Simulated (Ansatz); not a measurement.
**LiCl: 9 runs along one coordinate**

System: LiCl (2 atoms in the cell).
Method: DFT PBEsol, scalar-relativistic, plane waves, PAW, no spin polarisation (Ansatz 0.2.0).

The 9 runs differ only in the geometry, by a strain of the cell at fixed fractional positions. Against run 5, the strain is εxx = η and εyy = η. The structure derives from an entry of the Crystallography Open Database.

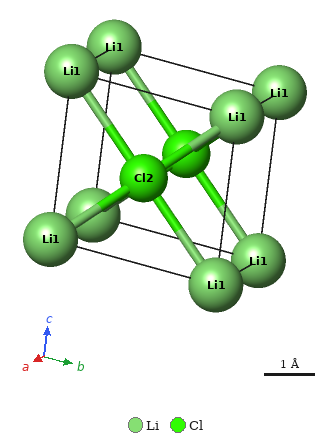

Figure 1. The structure of run 5 (ball-and-stick view of the reduced cell, seen slightly off an axis; atoms are numbered from 1 in the order of the input).

## Input of run 5
```yaml
crystal:
  lattice:
    - [0.0, 2.5904076, 2.56476]
    - [2.5904076, 0.0, 2.56476]
    - [2.5904076, 2.5904076, 0.0]
  atoms:
    - { symbol: Li, position: [0.0, 0.0, 0.0] }
    - { symbol: Cl, position: [0.5, 0.5, 0.5] }
basis:
  ecutwfc: 420
kpoints:
  mp_grid: { grid: [8, 8, 8] }
hamiltonian:
  xc: pbesol
scf:
  occupations: { method: gaussian, width: 0.05 }
output:
  forces: true
  stress: true
  eigenvalues: true
```

Command:
```bash
ansatz run input.yaml --threads 1 --pin off --max-ram 1228MiB --backend cpu --events-out ev --progress --plain --runs-dir out
```

Run 8 differs from it as follows:
```diff
-    - [0.0, 2.5904076, 2.56476]
-    - [2.5904076, 0.0, 2.56476]
-    - [2.5904076, 2.5904076, 0.0]
+    - [0.0, 2.6545266, 2.56476]
+    - [2.6545266, 0.0, 2.56476]
+    - [2.6545266, 2.6545266, 0.0]
```

## Results, with one run withheld

| run | strain parameter η (%) | free energy per atom, from the lowest run given (meV) | pressure (GPa) | gap on the mesh (eV) |
| --- | --- | --- | --- | --- |
| 1 | −4.9505 | 5.69 | 1.80 | 6.54 |
| 2 | −3.9604 | 1.78 | 0.90 | 6.43 |
| 3 | −2.9703 | 0.00 | 0.10 | 6.33 |
| 4 | −1.9802 | 0.13 | −0.61 | 6.22 |
| 5 | 0.0000 | 5.29 | −1.80 | 6.01 |
| 6 | 0.9901 | 9.95 | −2.29 | 5.89 |
| 7 | 1.9802 | 15.78 | −2.72 | 5.78 |
| 8 | 2.4752 | ? | ? | ? |
| 9 | 2.9703 | 22.64 | −3.10 | 5.68 |

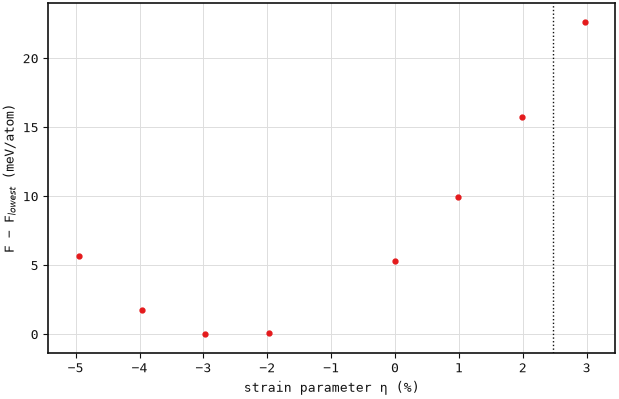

Figure 2. Free energy per atom of the runs given; the dotted line marks run 8.

Fit the runs given and predict run 8.

A cubic polynomial in the coordinate, fitted to the 8 runs given, misses them by at most 0.02 meV per atom. With x = η + 0.9901, it reads F = 1.9281 + 2.6362 x + 0.77927 x² − 0.031646 x³ (meV per atom). At run 8 it gives 19.10 meV per atom, and the run itself gives 19.09. The fit has its minimum at η = −2.5360 %. The gap on the mesh goes, without turning, from 6.54 eV in run 1 to 5.68 eV in run 9; run 8 has 5.73 eV. These are gaps of this functional on this mesh, which can miss the band edges; they aren't the measured gap.

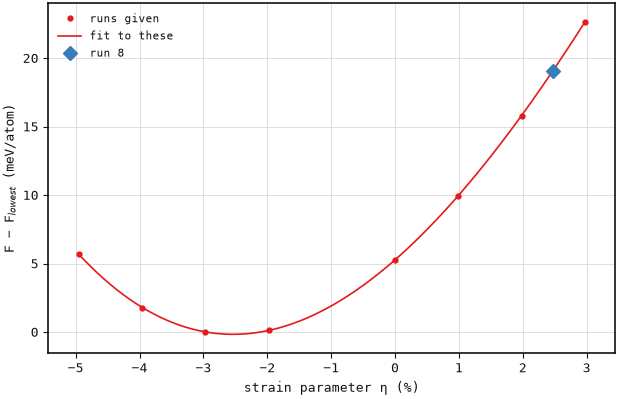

Figure 3. The fit and the withheld run.

## Output, shortened to warnings, some set-up lines, iterations and results (run 8)
```
Basis set: ecut = 420 eV, 725 PW (Γ), exchange–correlation on 50×50×54 points (8 copies of the dense FFT grid, shifted against one another)
Symmetry: 16 space group operations
k-points: 59 of 512
Initial density: superposition of atomic densities (neutral atoms: chi_scale 0, normalization atom), corrected by the library's trained network
[...]
SCF iter   1: F=—  HF=-1267.444762 eV  |F-HF|=—  |Δ(HF+E_count)|=         —  Δρ=3.58e-3  dr2=6.44e-3  ethr=1.77e-3  ⟨swp⟩=6.3  Hψ=3707  notcnv=0
SCF iter   2: F=—  HF=-1267.442113 eV  |F-HF|=—  |Δ(HF+E_count)|=   2.65e-3  Δρ=1.09e-3  dr2=2.69e-4  ethr=6.44e-5  ⟨swp⟩=2.6  Hψ=1298  notcnv=0
SCF iter   3: F=—  HF=-1267.442038 eV  |F-HF|=—  |Δ(HF+E_count)|=   7.58e-5  Δρ=3.62e-4  dr2=2.68e-5  ethr=2.69e-6  ⟨swp⟩=2.0  Hψ=590  notcnv=0
SCF iter   4: F=—  HF=-1267.442032 eV  |F-HF|=—  |Δ(HF+E_count)|=   5.83e-6  Δρ=3.02e-5  dr2=3.17e-7  ethr=2.68e-7  ⟨swp⟩=2.2  Hψ=630  notcnv=0
SCF iter   5: F=-1267.442032 eV  HF=-1267.442032 eV  |F-HF|=1.58e-8  |Δ(HF+E_count)|=   2.14e-7  Δρ=7.40e-6  dr2=2.24e-8  ethr=3.17e-9  ⟨swp⟩=2.0  Hψ=755  notcnv=0
SCF iter   6: F=-1267.442032 eV  HF=-1267.442032 eV  |F-HF|=1.75e-11  |Δ(HF+E_count)|=   7.36e-9  Δρ=4.66e-7  dr2=1.05e-10  ethr=2.24e-10  ⟨swp⟩=1.9  Hψ=1641  notcnv=0
SCF 1 converged in 6 iterations: F = -1267.442032 eV  dr2 = 1.05e-10
SCF converged after 6 iterations
Free energy (F): -1267.442032 eV
Harris-Foulkes:  -1267.442032 eV  (|F-HF|=1.75e-11)
Internal energy: -1267.442032 eV  (E = F + TS)
E sigma→0 (E₀):  -1267.442032 eV
Fermi energy:    3.980335 eV
--- Per-component energies (eV) ---
  E_band       = -107.428161
  E_kinetic    = 182.276204
  E_local      = -338.772626  (includes V_loc(G=0)·N_el)
  E_nonlocal   = -4.299697
  E_hartree    = 98.918997
  E_xc         = -116.729125
  E_vxc        = -135.338802  (∫ρ·V_xc dr)
  E_paw        = -661.474939  (= ΣΔE_a)
  E_vpaw       = -9.131451  (= ΣTr[D̂ρ^β])
  E_aug_tail   = 0.000109  (compensation charges beyond the density's cutoff)
  E_ewald      = -427.439387
  E_core_change = 0.078432  (= ΣΔE_core)
  E_smearing   = -0.000000  (= −TS)
  E_closure    = 0.000000  (closes the sum)
  Σ components = -1267.442032   (vs F -1267.442032, Δ=0.00e0)
--- Forces (eV/Å), atoms counted from 1 ---
  atom   1  Li    -0.00000000     0.00000000     0.00000000
  atom   2  Cl     0.00000000    -0.00000000    -0.00000000
  max |Σ_I F_I| component: 4.54e-30 eV/Å
--- Stress (GPa, compression-positive) ---
       -3.149803       0.000000      -0.000000
        0.000000      -3.149803      -0.000000
       -0.000000      -0.000000      -2.443436
  P = ⅓ Tr σ = -2.9143 GPa (-29.143 kbar)
```
